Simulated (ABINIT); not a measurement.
Run report: Y, geometry relaxation (part 1 of 2)

- system: Y (P6₃/mmc, 2 atoms in the cell)
- method: Kohn-Sham DFT of a periodic cell, PBE, JTH PAW PBE v2.0, no spin polarisation (ABINIT 10.8.3)

The structure derives from an entry of the Crystallography Open Database. The geometry was changed: uniaxial strain of -2 %.

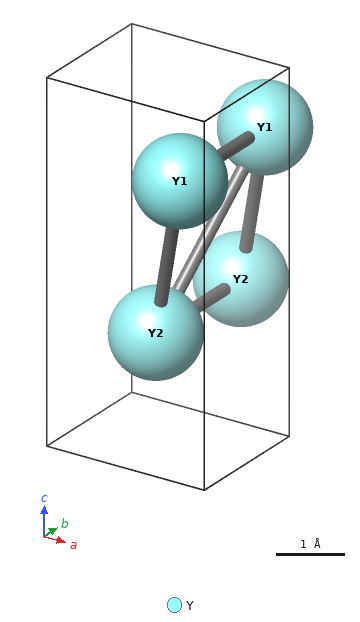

The input geometry (ball-and-stick view of the cell of the calculation, repeated 1 × 2 × 1, seen slightly off an axis; atoms are numbered from 1 in the order of the input). An atom can appear more than once, as a periodic image. Near neighbours in the periodic cell (some may lie outside the picture): Y has 12 Y at 3.51 to 3.65 Å.

**Input**
```
pp_dirpath "./"
pseudos "Y.GGA_PBE-JTH.xml"

acell 3*1.0 Angstrom
rprim
     3.6474000000     0.0000000000     0.0000000000
    -1.8237000000     3.1587410578     0.0000000000
     0.0000000000     0.0000000000     5.6159880000
ntypat 1
znucl 39
natom 2
typat 1 1
xcart
     1.8237000002     1.0529136858     4.2119910000
    -0.0000000002     2.1058273720     1.4039970000 Angstrom
chkprim 0
chksymtnons 0
tolsym 1.0e-6

ecut 16.0
pawecutdg 32.0
pawxcdev 0

kptopt 1
ngkpt 6 6 4
nshiftk 1
shiftk 0.0 0.0 0.0

ixc 11

nband 15
occopt 3
tsmear 0.05 eV

nstep 100
tolvrs 1.0e-9

iomode 3
prtwf 0
prtden 0
prteig 0
prtebands 0
prtvol 2

ionmov 3
ntime 60
tolmxf 0.0005
```

Command:
```bash
abinit run.abi > log 2>&1
```

**What the program printed**
```
.Version 10.8.3 of ABINIT
 Symmetries : space group P6_3/m m c (#194); Bravais hP (primitive hexag.)
================================================================================
 Values of the parameters that define the memory need of the present run
     intxc =       0    ionmov =       3      iscf =      17    lmnmax =      18
     lnmax =       6     mgfft =      40  mpssoang =       3    mqgrid =    3001
     natom =       2  nloc_mem =       2    nspden =       1   nspinor =       1
    nsppol =       1      nsym =      24    n1xccc =       1    ntypat =       1
    occopt =       3   xclevel =       2
       mpw =        1345          nfft =       29160          nkpt =          21
 PAW method is used; the additional fine FFT grid is defined by:
   mgfftf=        60    nfftf =     77760
================================================================================
================================================================================

--------------------------------------------------------------------------------
------------- Echo of variables that govern the present computation ------------
--------------------------------------------------------------------------------
 -outvars: echo values of preprocessed input variables --------
            acell      1.8897261259E+00  1.8897261259E+00  1.8897261259E+00 Bohr
              amu      8.89058500E+01
          chkprim           0
      chksymtnons           0
             ecut      1.60000000E+01 Hartree
           ionmov           3
              ixc          11
         kptrlatt        6    0    0      0    6    0      0    0    4
          kptrlen      4.13555224E+01
            natom           2
            nband          15
            ngfft          27      27      40
          ngfftdg          36      36      60
             nkpt          21
            nstep         100
             nsym          24
            ntime          60
           ntypat           1
           occopt           3
        pawecutdg      3.20000000E+01 Hartree
         pawxcdev           0
           prtden           0
        prtebands           0
           prteig           0
           prtvol           2
            prtwf           0
            rprim      3.6474000000E+00  0.0000000000E+00  0.0000000000E+00
                      -1.8237000000E+00  3.1587410578E+00  0.0000000000E+00
                       0.0000000000E+00  0.0000000000E+00  5.6159880000E+00
          spgroup         194
           tolmxf      5.00000000E-04
           tolsym      1.00000000E-06
           tolvrs      1.00000000E-09
           tsmear      1.83746611E-03 Hartree
            typat      1  1
           useylm           1
           xangst      1.8237000000E+00  1.0529136859E+00  4.2119910000E+00
                       1.0843505433E-17  2.1058273719E+00  1.4039970000E+00
            xcart      3.4462935358E+00  1.9897185006E+00  7.9595094348E+00
                       2.0491255514E-17  3.9794370013E+00  2.6531698116E+00
             xred      6.6666666667E-01  3.3333333333E-01  7.5000000000E-01
                       3.3333333333E-01  6.6666666667E-01  2.5000000000E-01
            znucl       39.00000

================================================================================

 chkinp: Checking input parameters for consistency.

================================================================================
== DATASET  1 ==================================================================

--- !DatasetInfo
iteration_state: {dtset: 1, }
dimensions: {natom: 2, nkpt: 21, mband: 15, nsppol: 1, nspinor: 1, nspden: 1, mpw: 1345, }
cutoff_energies: {ecut:  16.0, pawecutdg:  32.0, }
electrons: {nelect:   2.20000000E+01, charge:   0.00000000E+00, occopt:   3.00000000E+00, tsmear:   1.83746611E-03, }
meta: {optdriver: 0, ionmov: 3, optcell: 0, iscf: 17, paral_kgb: 0, }
...

 Exchange-correlation functional for the present dataset will be:
  GGA: Perdew-Burke-Ernzerhof functional - ixc=11
  J.P.Perdew, K.Burke, M.Ernzerhof, PRL 77, 3865 (1996)

 Real(R)+Recip(G) space primitive vectors, cartesian coordinates (Bohr,Bohr^-1):
 R(1)=  6.8925871  0.0000000  0.0000000  G(1)=  0.1450834  0.0837639  0.0000000
 R(2)= -3.4462935  5.9691555  0.0000000  G(2)=  0.0000000  0.1675279  0.0000000
 R(3)=  0.0000000  0.0000000 10.6126792  G(3)=  0.0000000  0.0000000  0.0942269
 Unit cell volume ucvol=  4.3663666E+02 bohr^3
 Angles (23,13,12)=  9.00000000E+01  9.00000000E+01  1.20000000E+02 degrees

 Coarse grid specifications (used for wave-functions):

 getcut: wavevector=  0.0000  0.0000  0.0000  ngfft=  27  27  40
         ecut(hartree)=     16.000   => boxcut(ratio)=   2.09320

 Fine grid specifications (used for densities):

 getcut: wavevector=  0.0000  0.0000  0.0000  ngfft=  36  36  60
         ecut(hartree)=     32.000   => boxcut(ratio)=   2.05107

--- Pseudopotential description ------------------------------------------------
- pspini: atom type   1  psp file is ./Y.GGA_PBE-JTH.xml
 Pseudopotential format is: paw10
 basis_size (lnmax)=  6 (lmn_size= 18), orbitals=   0   0   1   1   2   2
 Spheres core radius: rc_sph= 2.22006614
 Shapefunction is BESSEL type: shapef(r,l)=aa(1,l)*jl(q(1,l)*r)+aa(2,l)*jl(q(2,l)*r)
 Radius for shape functions =  1.86063522
 Compensation charge density is not taken into account in XC energy/potential

   6.63659257E+02                                ecore*ucvol(ha*bohr**3)
--------------------------------------------------------------------------------

================================================================================

=== [ionmov= 3] Broyden-Fletcher-Goldfarb-Shanno method (forces,Tot energy)
================================================================================

--- Iteration: ( 1/60) Internal Cycle: (1/1)
--------------------------------------------------------------------------------

---SELF-CONSISTENT-FIELD CONVERGENCE--------------------------------------------

--- !BeginCycle
iteration_state: {dtset: 1, itime: 1, icycle: 1, }
solver: {iscf: 17, nstep: 100, nline: 4, wfoptalg: 10, }
tolerances: {tolvrs: 1.00E-09, }
...

     iter   Etot(hartree)      deltaE(h)  residm     nres2
 ETOT  1  -77.303605552309    -7.730E+01 2.233E-01 7.597E-01
 ETOT  2  -77.425279229966    -1.217E-01 2.445E-03 1.435E-01
 ETOT  3  -77.425317136543    -3.791E-05 8.531E-04 4.456E-02
 ETOT  4  -77.425322108465    -4.972E-06 1.158E-03 1.034E-03
 ETOT  5  -77.425323339278    -1.231E-06 1.792E-04 1.329E-05
 ETOT  6  -77.425323339320    -4.246E-11 2.309E-04 1.122E-06
 ETOT  7  -77.425323342314    -2.994E-09 4.359E-05 1.794E-08
 ETOT  8  -77.425323342845    -5.312E-10 4.129E-05 5.603E-09
 ETOT  9  -77.425323342868    -2.261E-11 1.255E-05 6.257E-11

 At SCF step    9       nres2   =  6.26E-11 < tolvrs=  1.00E-09 =>converged.

 Cartesian components of stress tensor (hartree/bohr^3)
  sigma(1 1)= -2.04306897E-05  sigma(3 2)=  0.00000000E+00
  sigma(2 2)= -2.04306898E-05  sigma(3 1)=  0.00000000E+00
  sigma(3 3)= -3.16387115E-05  sigma(2 1)=  0.00000000E+00

--- !ResultsGS
iteration_state: {dtset: 1, itime: 1, icycle: 1, }
comment   : Summary of ground state results
lattice_vectors:
- [  6.8925871,   0.0000000,   0.0000000, ]
- [ -3.4462935,   5.9691555,   0.0000000, ]
- [  0.0000000,   0.0000000,  10.6126792, ]
lattice_lengths: [   6.89259,    6.89259,   10.61268, ]
lattice_angles: [ 90.000,  90.000, 120.000, ] # degrees, (23, 13, 12)
lattice_volume:   4.3663666E+02
convergence: {deltae: -2.261E-11, res2:  6.257E-11, residm:  1.255E-05, diffor: null, }
etotal    :  -7.74253233E+01
entropy   :   0.00000000E+00
fermie    :   2.82188143E-01
cartesian_stress_tensor: # hartree/bohr^3
- [ -2.04306897E-05,   0.00000000E+00,   0.00000000E+00, ]
- [  0.00000000E+00,  -2.04306898E-05,   0.00000000E+00, ]
- [  0.00000000E+00,   0.00000000E+00,  -3.16387115E-05, ]
pressure_GPa:   7.1101E-01
xred      :
- [  6.6667E-01,   3.3333E-01,   7.5000E-01,  Y]
- [  3.3333E-01,   6.6667E-01,   2.5000E-01,  Y]
cartesian_forces: # hartree/bohr
- [ -1.36730348E-28,   3.27042542E-28,  -0.00000000E+00, ]
- [  1.36730348E-28,  -3.27042542E-28,  -0.00000000E+00, ]
force_length_stats: {min:   3.54474276E-28, max:   3.54474276E-28, mean:   3.54474276E-28, }
...

 Integrated electronic density in atomic spheres:
 ------------------------------------------------
 Atom  Sphere_radius  Integrated_density
    1        2.22007          8.07752970
    2        2.22007          8.07752970

---OUTPUT-----------------------------------------------------------------------

 Cartesian coordinates (xcart) [bohr]
  3.44629353581802E+00  1.98971850063408E+00  7.95950943478844E+00
  2.04912555139539E-17  3.97943700126816E+00  2.65316981159615E+00
 Reduced coordinates (xred)
  6.66666666666667E-01  3.33333333333333E-01  7.50000000000000E-01
  3.33333333333333E-01  6.66666666666667E-01  2.50000000000000E-01
 Cartesian forces (fcart) [Ha/bohr]; max,rms= 3.27043E-28 2.04656E-28 (free atoms)
 -1.36730347880878E-28  3.27042541640072E-28 -0.00000000000000E+00
  1.36730347880878E-28 -3.27042541640072E-28 -0.00000000000000E+00
 Gradient of E wrt nuclear positions in reduced coordinates (gred)
  9.42425828104035E-28 -2.42338070083895E-27 -0.00000000000000E+00
 -9.42425828104035E-28  2.42338070083895E-27 -0.00000000000000E+00
 Total energy (etotal) [Ha]= -7.74253233428681E+01

 At Broyd/MD step   1, gradients are converged :
  max grad (force/stress) = 3.2704E-28 < tolmxf= 5.0000E-04 ha/bohr (free atoms)

================================================================================

 ----iterations are completed or convergence reached----
```
